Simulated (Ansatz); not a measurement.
The compound is ZnO (space group P6_3mc, No. 186), taken as the geometry relaxed with Ansatz 0.2.0, DFT, PBE, plane waves, PAW; the starting structure was generated, so it need not be a known form of this composition.

```cif
data_structure
_symmetry_space_group_name_H-M 'P6_3mc'
_symmetry_Int_Tables_number 186
_cell_length_a 3.2718
_cell_length_b 3.2718
_cell_length_c 10.6303
_cell_angle_alpha 90.000
_cell_angle_beta 90.000
_cell_angle_gamma 120.000
_cell_volume 98.55
loop_
_atom_site_label
_atom_site_type_symbol
_atom_site_symmetry_multiplicity
_atom_site_Wyckoff_symbol
_atom_site_fract_x
_atom_site_fract_y
_atom_site_fract_z
_atom_site_occupancy
Zn1 Zn 2 a 0.00000 0.00000 0.99944 1
Zn2 Zn 2 b 0.33333 0.66667 0.24965 1
O1 O 2 a 0.00000 0.00000 0.18807 1
O2 O 2 b 0.33333 0.66667 0.43783 1
```

Describe how the polyhedra about Zn are linked (bonds: O–Zn below 2.3 Å).

Zn(2a): ZnO4 tetrahedron, sharing corners with twelve neighbours; Zn(2b): ZnO4 tetrahedron, sharing corners with twelve neighbours.

They form a three-dimensional framework of corner-sharing tetrahedra.

Centre to centre across a shared corner: 3.26 to 3.27 Å.

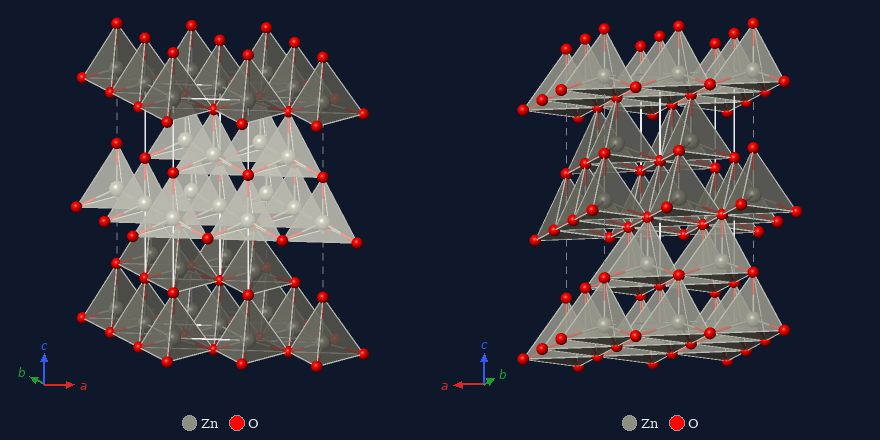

Polyhedra are drawn about Zn (bonds: O–Zn below 2.3 Å); other atoms are plain spheres. Two views of the same piece.
